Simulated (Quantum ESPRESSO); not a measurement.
**Run report: Ga$_{2}$O, relaxation of cell and atoms (part 1 of 2)**

The run: relaxation of cell and atoms of Ga$_{2}$O (3 atoms in the cell). Method and program: Kohn-Sham DFT of a periodic cell, BP86 with D3(BJ), Ansatz NC SR PBE, no spin polarisation (Quantum ESPRESSO 7.5).

The structure was made by swapping elements on the sites of another compound; it need not be a known phase.

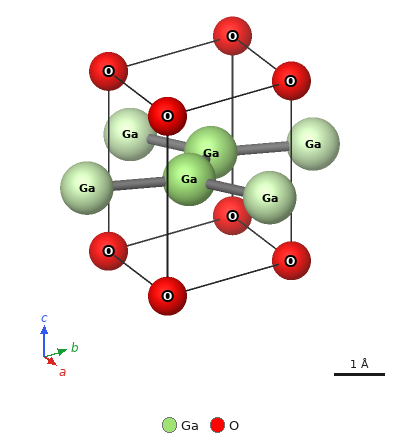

Figure 1. The structure as given in the input (ball-and-stick view of the cell of the calculation, seen slightly off an axis; neighbours outside the cell are drawn fainter). An atom can appear more than once, as a periodic image.

The input:
```
&CONTROL
  calculation = 'vc-relax'
  prefix = 'pwscf'
  outdir = './tmp'
  pseudo_dir = './pseudo'
  tprnfor = .true.
  tstress = .true.
  disk_io = 'low'
  nstep = 40
  forc_conv_thr = 0.0004
  etot_conv_thr = 1d-05
/
&SYSTEM
  ibrav = 0
  nat = 3
  ntyp = 2
  ecutwfc = 91
  nbnd = 24
  input_dft = 'bp'
  occupations = 'smearing'
  smearing = 'fd'
  degauss = 0.01469973
  vdw_corr = 'grimme-d3'
  dftd3_version = 4
/
&ELECTRONS
  conv_thr = 6d-10
  electron_maxstep = 120
  mixing_beta = 0.5
/
&IONS
  ion_dynamics = 'bfgs'
/
&CELL
  cell_dynamics = 'bfgs'
  press = 0
  press_conv_thr = 0.3
/
ATOMIC_SPECIES
Ga    69.7230 Ga.upf
O     15.9990 O.upf
CELL_PARAMETERS angstrom
   3.7526843800    0.0000000000    0.0000000000
  -1.8763421900    3.2499200000    0.0000000000
   0.0000000000    0.0000000000    3.7370520900
ATOMIC_POSITIONS crystal
Ga     0.6666666700    0.3333333300    0.5000000000
Ga     0.3333333300    0.6666666700    0.5000000000
O      0.0000000000    0.0000000000    0.0000000000
K_POINTS automatic
6 6 5 0 0 0
```

Machine: 1 thread of Intel Xeon (Sapphire Rapids), 16 GiB of memory available, shared host.

Launched with:
```bash
OMP_NUM_THREADS=1 pw.x -in pw.in > pw.out
```

Output:
```
This program is part of the open-source Quantum ESPRESSO suite
     for quantum simulation of materials; please cite
         "P. Giannozzi et al., J. Phys.:Condens. Matter 21 395502 (2009);
         "P. Giannozzi et al., J. Phys.:Condens. Matter 29 465901 (2017);
         "P. Giannozzi et al., J. Chem. Phys. 152 154105 (2020);
          URL
     in publications or presentations arising from this work. More details at

     IMPORTANT: XC functional enforced from input :
     Exchange-correlation= BP
                           (   1   1   1   1   0   0   0)
     Any further DFT definition will be discarded
     Please, verify this is what you really want

     Message from routine setup:
     using ibrav=0 with symmetry is DISCOURAGED, use correct ibrav instead

     G-vector sticks info
     --------------------
     sticks:   dense  smooth     PW     G-vecs:    dense   smooth      PW
     Sum        1261    1261    361                36067    36067    5543

     Using Slab Decomposition

     bravais-lattice index     =            0
     lattice parameter (alat)  =       7.0915  a.u.
     unit-cell volume          =     307.5675 (a.u.)^3
     number of atoms/cell      =            3
     number of atomic types    =            2
     number of electrons       =        32.00
     number of Kohn-Sham states=           24
     kinetic-energy cutoff     =      91.0000  Ry
     charge density cutoff     =     364.0000  Ry
     scf convergence threshold =      6.0E-10
     mixing beta               =       0.5000
     number of iterations used =            8  plain     mixing
     energy convergence thresh.=      1.0E-05
     force convergence thresh. =      4.0E-04
     press convergence thresh. =      3.0E-01
     Exchange-correlation= BP
                           (   1   1   1   1   0   0   0)
     nstep                     =           40

     celldm(1)=   7.091546  celldm(2)=   0.000000  celldm(3)=   0.000000
     celldm(4)=   0.000000  celldm(5)=   0.000000  celldm(6)=   0.000000

     crystal axes: (cart. coord. in units of alat)
               a(1) = (   1.000000   0.000000   0.000000 )
               a(2) = (  -0.500000   0.866025   0.000000 )
               a(3) = (   0.000000   0.000000   0.995834 )

     reciprocal axes: (cart. coord. in units 2 pi/alat)
               b(1) = (  1.000000  0.577350 -0.000000 )
               b(2) = (  0.000000  1.154701  0.000000 )
               b(3) = (  0.000000 -0.000000  1.004183 )

     PseudoPot. # 1 for Ga read from file:
     Ga.upf
     Pseudo is Norm-conserving + core correction, Zval = 13.0
     Ansatz make-channels, of a published file: Generated using ONCVPSP code by D. R.
     Using radial grid of 1902 points,  6 beta functions with:
                l(1) =   0
                l(2) =   0
                l(3) =   1
                l(4) =   1
                l(5) =   2
                l(6) =   2

     PseudoPot. # 2 for O  read from file:
     O.upf
     Pseudo is Norm-conserving + core correction, Zval =  6.0
     Ansatz make-channels, of a published file: Generated using ONCVPSP code by D. R.
     Using radial grid of  936 points,  5 beta functions with:
                l(1) =   0
                l(2) =   0
                l(3) =   1
                l(4) =   1
                l(5) =   2

     atomic species   valence    mass     pseudopotential
     Ga               13.00    69.72300     Ga( 1.00)
     O                 6.00    15.99900     O ( 1.00)

     24 Sym. Ops., with inversion, found

   Cartesian axes

     site n.     atom                  positions (alat units)
         1        Ga     tau(   1) = (   0.5000000   0.2886751   0.4979172  )
         2        Ga     tau(   2) = (  -0.0000000   0.5773503   0.4979172  )
         3        O      tau(   3) = (   0.0000000   0.0000000   0.0000000  )

     --------------------------------------------
     DFT-D3 Dispersion Correction (3-body terms):
     --------------------------------------------
       Reference C6 values for interpolation:

         atom   Coordination number   C6
         O          0.000            31.01
         O          0.993            25.63
         O          1.989            20.74
         Ga         0.000           967.50
         Ga         0.960           843.30
         Ga         1.931           515.75
         Ga         2.923           344.63

       Values used:

         atom   Coordination number  R0_AB[au]  C6      C8
         Ga         3.684            3.740    344.64  38743.52
         Ga         3.684            3.740    344.64  38743.52
         O          0.607            2.345     27.13    547.59

         Molecular C6 ( Ry / a.u.^6 ) =      1767.83

     number of k points=    21  Fermi-Dirac smearing, width (Ry)=  0.0147
                       cart. coord. in units 2pi/alat
        k(    1) = (   0.0000000   0.0000000   0.0000000), wk =   0.0111111
        k(    2) = (   0.0000000   0.0000000   0.2008366), wk =   0.0222222
        k(    3) = (   0.0000000   0.0000000   0.4016732), wk =   0.0222222
        k(    4) = (   0.0000000   0.1924501   0.0000000), wk =   0.0666667
        k(    5) = (   0.0000000   0.1924501   0.2008366), wk =   0.1333333
        k(    6) = (   0.0000000   0.1924501   0.4016732), wk =   0.1333333
        k(    7) = (   0.0000000   0.3849002   0.0000000), wk =   0.0666667
        k(    8) = (   0.0000000   0.3849002   0.2008366), wk =   0.1333333
        k(    9) = (   0.0000000   0.3849002   0.4016732), wk =   0.1333333
        k(   10) = (   0.0000000  -0.5773503   0.0000000), wk =   0.0333333
        k(   11) = (   0.0000000  -0.5773503   0.2008366), wk =   0.0666667
        k(   12) = (   0.0000000  -0.5773503   0.4016732), wk =   0.0666667
        k(   13) = (   0.1666667   0.2886751   0.0000000), wk =   0.0666667
        k(   14) = (   0.1666667   0.2886751   0.2008366), wk =   0.1333333
        k(   15) = (   0.1666667   0.2886751   0.4016732), wk =   0.1333333
        k(   16) = (   0.1666667   0.4811252   0.0000000), wk =   0.1333333
        k(   17) = (   0.1666667   0.4811252   0.2008366), wk =   0.2666667
        k(   18) = (   0.1666667   0.4811252   0.4016732), wk =   0.2666667
        k(   19) = (   0.3333333   0.5773503   0.0000000), wk =   0.0222222
        k(   20) = (   0.3333333   0.5773503   0.2008366), wk =   0.0444444
        k(   21) = (   0.3333333   0.5773503   0.4016732), wk =   0.0444444

     Dense  grid:    36067 G-vectors     FFT dimensions: (  45,  45,  45)

     Initial potential from superposition of free atoms

     starting charge      31.9946, renormalised to      32.0000
     Starting wfcs are   22 randomized atomic wfcs +    2 random wfcs

     Self-consistent Calculation

     iteration #  1     ecut=    91.00 Ry     beta= 0.50
     Davidson diagonalization with overlap
     ethr =  1.00E-02,  avg # of iterations =  5.6

     total energy              =    -339.93017474 Ry
     estimated scf accuracy    <       0.69225540 Ry

     iteration #  2     ecut=    91.00 Ry     beta= 0.50
     Davidson diagonalization with overlap
     ethr =  2.16E-03,  avg # of iterations =  2.3

     total energy              =    -339.84071019 Ry
     estimated scf accuracy    <       3.38805300 Ry

     iteration #  3     ecut=    91.00 Ry     beta= 0.50
     Davidson diagonalization with overlap
     ethr =  2.16E-03,  avg # of iterations =  2.0

     total energy              =    -340.26336438 Ry
     estimated scf accuracy    <       0.03288433 Ry

     iteration #  4     ecut=    91.00 Ry     beta= 0.50
     Davidson diagonalization with overlap
     ethr =  1.03E-04,  avg # of iterations =  2.8

     total energy              =    -340.26584439 Ry
     estimated scf accuracy    <       0.00171952 Ry

     iteration #  5     ecut=    91.00 Ry     beta= 0.50
     Davidson diagonalization with overlap
     ethr =  5.37E-06,  avg # of iterations =  3.9

     total energy              =    -340.26608162 Ry
     estimated scf accuracy    <       0.00012555 Ry

     iteration #  6     ecut=    91.00 Ry     beta= 0.50
     Davidson diagonalization with overlap
     ethr =  3.92E-07,  avg # of iterations =  1.9

     total energy              =    -340.26610204 Ry
     estimated scf accuracy    <       0.00000949 Ry

     iteration #  7     ecut=    91.00 Ry     beta= 0.50
     Davidson diagonalization with overlap
     ethr =  2.97E-08,  avg # of iterations =  2.0

     total energy              =    -340.26610403 Ry
     estimated scf accuracy    <       0.00000478 Ry

     iteration #  8     ecut=    91.00 Ry     beta= 0.50
     Davidson diagonalization with overlap
     ethr =  1.50E-08,  avg # of iterations =  1.0

     total energy              =    -340.26610476 Ry
     estimated scf accuracy    <       0.00000017 Ry

     iteration #  9     ecut=    91.00 Ry     beta= 0.50
     Davidson diagonalization with overlap
     ethr =  5.45E-10,  avg # of iterations =  2.0

     total energy              =    -340.26610479 Ry
     estimated scf accuracy    <          6.1E-10 Ry

     iteration # 10     ecut=    91.00 Ry     beta= 0.50
     Davidson diagonalization with overlap
     ethr =  1.91E-12,  avg # of iterations =  4.0

     End of self-consistent calculation

          k = 0.0000 0.0000 0.0000 (  4497 PWs)   bands (ev):

    -7.6051  -6.6043  -6.5029  -6.5029  -6.3092  -6.3092  -6.1229  -6.1229
    -5.7663  -5.7663  -5.6931  -0.1194   6.3114   7.4222   7.4222  10.9358
    10.9358  12.5232  13.9859  15.7741  17.1275  17.1275  21.3817  22.2171

          k = 0.0000 0.0000 0.2008 (  4533 PWs)   bands (ev):

    -7.5140  -6.6071  -6.5024  -6.5024  -6.3139  -6.3139  -6.1212  -6.1212
    -5.7690  -5.7690  -5.6838  -0.3312   6.5671   7.4997   7.4997  10.9591
    11.1060  11.1060  14.3088  16.7189  16.7189  17.8856  20.0060  22.3350

          k = 0.0000 0.0000 0.4017 (  4528 PWs)   bands (ev):

    -7.3522  -6.6183  -6.5015  -6.5015  -6.3216  -6.3216  -6.1185  -6.1185
    -5.7734  -5.7734  -5.6689  -0.6771   7.3829   7.6321   7.6321   8.9786
    11.4131  11.4131  15.1387  16.1171  16.1171  17.9921  20.4863  20.4863

          k = 0.0000 0.1925 0.0000 (  4499 PWs)   bands (ev):

    -7.5275  -6.6779  -6.6350  -6.5502  -6.3274  -6.2912  -5.9790  -5.9517
    -5.7989  -5.7491  -5.6940   0.0517   6.5352   6.9008   7.0943   9.2311
    10.8434  12.4636  15.0227  16.3008  17.9574  18.1327  19.5011  23.7336

          k = 0.0000 0.1925 0.2008 (  4509 PWs)   bands (ev):

    -7.4553  -6.6765  -6.6344  -6.5520  -6.3329  -6.2944  -5.9774  -5.9505
    -5.7912  -5.7514  -5.6845  -0.0899   6.2391   7.2497   7.5529   9.1118
    10.7805  11.1748  15.1080  17.2532  17.8655  18.1603  19.2294  22.3475

          k = 0.0000 0.1925 0.4017 (  4500 PWs)   bands (ev):

    -7.3320  -6.6745  -6.6334  -6.5574  -6.3418  -6.2989  -5.9756  -5.9485
    -5.7762  -5.7550  -5.6692  -0.3377   6.3721   7.5384   8.0315   8.9660
     9.8148  10.6204  15.3509  16.1980  17.6259  18.2333  20.7386  22.4443

          k = 0.0000 0.3849 0.0000 (  4506 PWs)   bands (ev):

    -7.3944  -6.8063  -6.7866  -6.5221  -6.3609  -6.2502  -5.8681  -5.8487
    -5.7199  -5.7178  -5.6515   0.5810   5.0198   6.5156   7.0261   8.4904
    10.6790  12.4373  13.9782  17.0353  18.0521  20.7019  20.9889  23.2303

          k = 0.0000 0.3849 0.2008 (  4502 PWs)   bands (ev):

    -7.3611  -6.8154  -6.7860  -6.5222  -6.3679  -6.2290  -5.8608  -5.8369
    -5.7202  -5.7184  -5.6427   0.6418   4.8381   6.7708   7.3053   7.9061
    10.3318  11.8789  14.1842  15.7918  19.8657  20.4961  22.1223  22.4039

          k = 0.0000 0.3849 0.4017 (  4518 PWs)   bands (ev):

    -7.3071  -6.8313  -6.7851  -6.5214  -6.3790  -6.1965  -5.8383  -5.8227
    -5.7216  -5.7184  -5.6287   0.7084   5.0268   6.1753   7.3374   8.3402
     9.6067  11.0817  13.7562  15.5597  20.6122  21.4048  22.0433  23.4792

          k = 0.0000-0.5774 0.0000 (  4496 PWs)   bands (ev):

    -7.3506  -6.8423  -6.8267  -6.5048  -6.3765  -6.2255  -5.9064  -5.8336
    -5.7033  -5.6229  -5.6015   1.0846   3.8263   6.2546   7.2980   8.4337
    10.6033  12.5179  13.4664  15.9411  19.3739  20.9690  22.6027  23.4105

          k = 0.0000-0.5774 0.2008 (  4514 PWs)   bands (ev):

    -7.3327  -6.8541  -6.8418  -6.5023  -6.3841  -6.1682  -5.9109  -5.8244
    -5.7044  -5.6227  -5.5925   1.3955   3.5300   6.5422   7.3701   7.5914
    10.1622  12.6055  13.6832  14.6907  21.1775  21.8516  23.3723  23.6664

          k = 0.0000-0.5774 0.4017 (  4518 PWs)   bands (ev):

    -7.3027  -6.8944  -6.8410  -6.4983  -6.3963  -6.0755  -5.9179  -5.8118
    -5.7061  -5.6224  -5.5784   2.1112   3.0925   5.7253   7.2273   8.2461
     9.2338  12.1306  12.6776  15.4034  21.2853  22.9571  24.1810  25.0771

          k = 0.1667 0.2887 0.0000 (  4503 PWs)   bands (ev):

    -7.4274  -6.8306  -6.6707  -6.5613  -6.3625  -6.2476  -5.8623  -5.8593
    -5.8107  -5.7200  -5.6385   0.4177   5.4495   6.8127   6.8934   8.6851
    10.1452  12.4616  16.0771  16.2853  17.4711  18.5719  21.6308  23.3146

          k = 0.1667 0.2887 0.2008 (  4517 PWs)   bands (ev):

    -7.3844  -6.8365  -6.6701  -6.5617  -6.3523  -6.2541  -5.8642  -5.8376
    -5.8056  -5.7216  -5.6326   0.4059   5.7616   5.9505   7.8925   8.4678
     9.4865  11.9057  15.2570  16.7979  17.3511  20.3035  21.7378  21.8638

          k = 0.1667 0.2887 0.4017 (  4499 PWs)   bands (ev):

    -7.3139  -6.8480  -6.6692  -6.5617  -6.3356  -6.2645  -5.8545  -5.8108
    -5.7980  -5.7241  -5.6227   0.3568   5.8190   6.5989   7.3273   7.7334
     9.8659  11.0056  14.2710  16.8904  17.7635  20.5659  22.1442  24.1777

          k = 0.1667 0.4811 0.0000 (  4526 PWs)   bands (ev):

    -7.3728  -6.8884  -6.7127  -6.5417  -6.3983  -6.1814  -5.9403  -5.8195
    -5.7511  -5.6916  -5.4934   1.1355   3.6445   6.6397   7.2780   8.4926
     9.4928  12.7386  15.4841  15.5336  18.4496  20.5654  22.2625  22.9481

          k = 0.1667 0.4811 0.2008 (  4506 PWs)   bands (ev):

    -7.3510  -6.9229  -6.7131  -6.5402  -6.3622  -6.1718  -5.9371  -5.8101
    -5.7434  -5.6926  -5.4916   1.3535   3.7958   5.9139   7.6482   8.0092
     9.3254  12.5448  13.9940  16.3835  19.6403  21.3314  21.9615  23.8188

          k = 0.1667 0.4811 0.4017 (  4500 PWs)   bands (ev):

    -7.3132  -6.9747  -6.7130  -6.5375  -6.3268  -6.1445  -5.9235  -5.7966
    -5.7316  -5.6942  -5.4886   1.7468   4.0865   5.8247   6.2866   7.3583
    10.0139  12.0974  13.0820  16.8889  20.0142  20.6866  24.9344  25.0259

          k = 0.3333 0.5774 0.0000 (  4515 PWs)   bands (ev):

    -7.3877  -6.8944  -6.6126  -6.6126  -6.4225  -6.0606  -6.0606  -5.7946
    -5.7946  -5.6749  -5.4052   2.1825   2.1825   7.0215   7.3927   8.5161
     8.5161  13.8225  13.8225  17.9970  17.9970  20.1522  22.2648  22.2648

          k = 0.3333 0.5774 0.2008 (  4509 PWs)   bands (ev):

    -7.3663  -6.9542  -6.6118  -6.6118  -6.3434  -6.0671  -6.0671  -5.7845
    -5.7845  -5.6757  -5.4051   2.4973   2.4973   5.6188   7.8046   7.8046
     8.9979  13.2063  13.2063  19.1686  19.1687  20.5236  21.0999  23.2457
```
